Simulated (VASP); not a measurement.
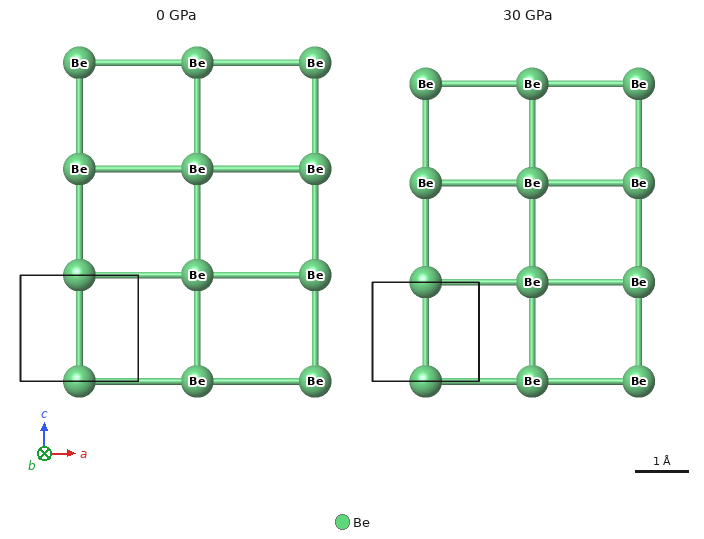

Crystalline Be (a generated structure, set up in P4/mmm), relaxed (cell and atoms) at several target pressures. The picture shows the first and the last member. The picture is a ball-and-stick view of the cell of the calculation, repeated 3 × 1 × 3 with one cell outlined, seen along the b axis.

Computed with VASP 6.6.1: PBE, VASP PAW PBE potentials, recommended. (plane-wave cutoff 600 eV; k-point mesh 12 × 12 × 13; occupations fermi-dirac; smearing width 0.05 eV; no spin polarisation)

| pressure (GPa) | volume (Å³/atom) | a (Å) | c (Å) |
| --- | --- | --- | --- |
| 0 | 10.384 | 2.259 | 2.035 |
| 2 | 10.103 | 2.235 | 2.022 |
| 5 | ? | ? | ? |
| 10 | 9.219 | 2.157 | 1.982 |
| 20 | 8.469 | 2.088 | 1.942 |
| 30 | 7.918 | 2.041 | 1.900 |

### One row is withheld. What does the calculation give there?

Murnaghan's form V = V₀(1 + B′P/B₀)^(−1/B′), with V₀ = 10.384 Å³ from the row at zero pressure, fits the other rows with B₀ = 69.1 GPa and B′ = 3.25 (largest miss 0.004 Å³). At 5 GPa it gives 10.384 × (1 + 3.25 × 5/69.1)^(−1/3.25) = 9.731 Å³ per atom. The calculation gives 9.730 Å³/atom (a = 2.203 Å, c = 2.005 Å). The estimate is 0.001 Å³/atom too high. From the first member to the last: Be–Be 2.259 → 2.041 Å, Be–Be 2.035 → 1.900 Å.

The whole series:

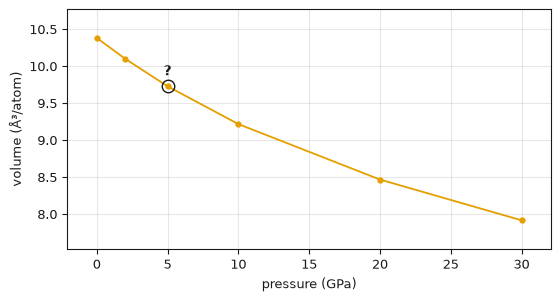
